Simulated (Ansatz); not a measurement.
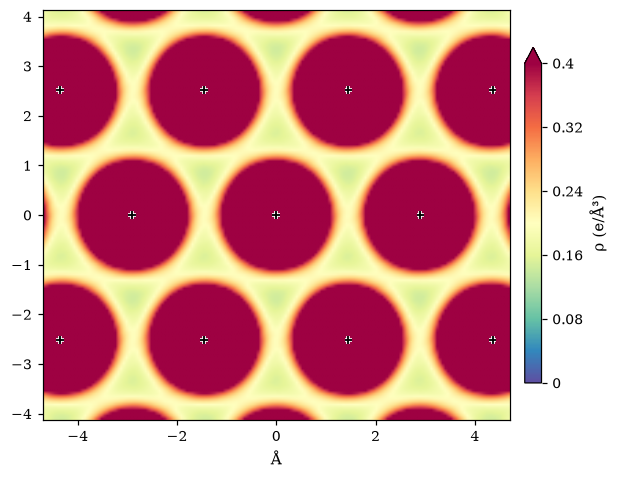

The valence electron density on a plane through atoms (crosses mark nuclei in the plane).

All numbers below come from DFT r2SCAN, scalar-relativistic, plane waves, PAW (Ansatz).

Candidates:
A. NiO, a = 2.98 Å, b = 2.98 Å, c = 4.10 Å, α = 90.00°, β = 90.00°, γ = 90.00°. Space group I4/mmm; a structure from a database of computed crystals, not necessarily the ambient phase; changed on purpose from its base cell (uniaxial strain along c, a, b and atoms relaxed: -2.0 %); computed pressure about 2 GPa in this cell; spin-polarised.
B. Ag, a = 2.90 Å, b = 2.90 Å, c = 14.24 Å, α = 90.00°, β = 90.00°, γ = 60.00°. Space group P6₃/mmc.
C. VSi₂, a = 4.53 Å, b = 4.53 Å, c = 6.33 Å, α = 90.00°, β = 90.00°, γ = 120.00°. Space group P6₄22; spin-polarised.

Which candidate gave the map?

Answer. Candidate B: Ag on the (001) plane of the calculation cell, which holds Ag. Ag–Ag (2.90 Å): the density is about 0.21 e/Å³ at the midpoint.
